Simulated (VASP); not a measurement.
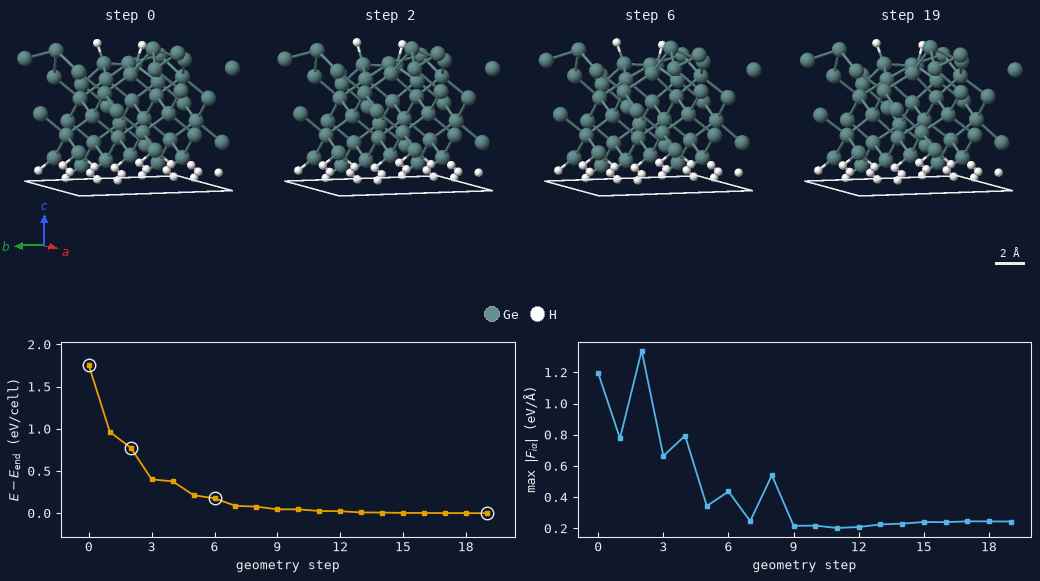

Frames of a relaxation of a slab of composition Ge₈H₃, marked on the history of the run. A ball-and-stick model of the cell of the calculation, outlined in the plane, without the vacuum (origin shifted), seen from a free direction.

The run lets the atoms move in a fixed cell. 24 atoms are held fixed.

Method: VASP 6.6.1, Kohn-Sham DFT of a periodic cell, PBE with D3(BJ), VASP PAW PBE potentials, recommended.

Input
```
PREC = Accurate
ENCUT = 400
EDIFF = 1E-6
ISMEAR = 0
SIGMA = 0.05
LREAL = Auto
LASPH = True
NELM = 80
ALGO = Fast
ISIF = 2
LWAVE = False
LCHARG = False
GGA = PE
IVDW = 12
IBRION = 2
NSW = 120
EDIFFG = -0.03
ISYM = 0
LUSENCCL = False
```

Launched with:
```bash
cat potpaw_PBE.64/Ge_d/POTCAR potpaw_PBE.64/H/POTCAR > POTCAR
mpirun -np 1 vasp_gam > vasp.out
```

Describe the path.

Answer. After 19 geometry steps the energy has fallen by 1.751 eV per cell of the calculation. The largest force component goes from 1.2 to 0.24 eV/Å. The largest moves, 0.27 Å, are those of Ge atoms. Largest moves by element: Ge 0.27 Å, H 0.06 Å. The lattice vectors keep their values. Near-neighbour distances that change, for instance: Ge–Ge 2.708 → 2.529 Å, Ge–Ge 2.417 → 2.515 Å, Ge–Ge 2.366 → 2.447 Å, Ge–Ge 2.450 → 2.524 Å. Among the angles between lasting bonds that change: Ge–Ge–Ge 96.4° → 109.6°, Ge–Ge–Ge 96.4° → 108.6°, Ge–Ge–Ge 105.0° → 117.0°. It ran on 1 × NVIDIA H100 80GB with 1 thread of AMD EPYC 7R13 Processor (Zen 3), with other jobs on the host. From step 0 to 2: a Ge atom moves most (0.13 Å), energy −0.976 eV per cell of the calculation. From step 2 to 6: Ge atoms move most (0.14 Å), energy −0.599 eV per cell of the calculation. From step 6 to 19: Ge atoms move most (0.11 Å), energy −0.176 eV per cell of the calculation.

```json
{"step": "0", "E − E(0), meV/atom": "0.00", "largest force component, eV/Å": "1.1938"}
{"step": "1", "E − E(0), meV/atom": "-11.93", "largest force component, eV/Å": "0.7769"}
{"step": "2", "E − E(0), meV/atom": "-14.78", "largest force component, eV/Å": "1.3389"}
{"step": "3", "E − E(0), meV/atom": "-20.46", "largest force component, eV/Å": "0.6641"}
{"step": "4", "E − E(0), meV/atom": "-20.81", "largest force component, eV/Å": "0.7945"}
{"step": "5", "E − E(0), meV/atom": "-23.30", "largest force component, eV/Å": "0.3431"}
{"step": "6", "E − E(0), meV/atom": "-23.86", "largest force component, eV/Å": "0.4365"}
{"step": "7", "E − E(0), meV/atom": "-25.21", "largest force component, eV/Å": "0.2464"}
{"step": "8", "E − E(0), meV/atom": "-25.35", "largest force component, eV/Å": "0.5407"}
{"step": "9", "E − E(0), meV/atom": "-25.84", "largest force component, eV/Å": "0.2164"}
{"step": "10", "E − E(0), meV/atom": "-25.84", "largest force component, eV/Å": "0.2174"}
{"step": "11", "E − E(0), meV/atom": "-26.13", "largest force component, eV/Å": "0.2025"}
{"step": "12", "E − E(0), meV/atom": "-26.18", "largest force component, eV/Å": "0.2086"}
{"step": "13", "E − E(0), meV/atom": "-26.40", "largest force component, eV/Å": "0.2250"}
{"step": "14", "E − E(0), meV/atom": "-26.42", "largest force component, eV/Å": "0.2304"}
{"step": "15", "E − E(0), meV/atom": "-26.48", "largest force component, eV/Å": "0.2408"}
{"step": "16", "E − E(0), meV/atom": "-26.49", "largest force component, eV/Å": "0.2399"}
{"step": "17", "E − E(0), meV/atom": "-26.52", "largest force component, eV/Å": "0.2450"}
{"step": "18", "E − E(0), meV/atom": "-26.52", "largest force component, eV/Å": "0.2447"}
{"step": "19", "E − E(0), meV/atom": "-26.53", "largest force component, eV/Å": "0.2438"}
```
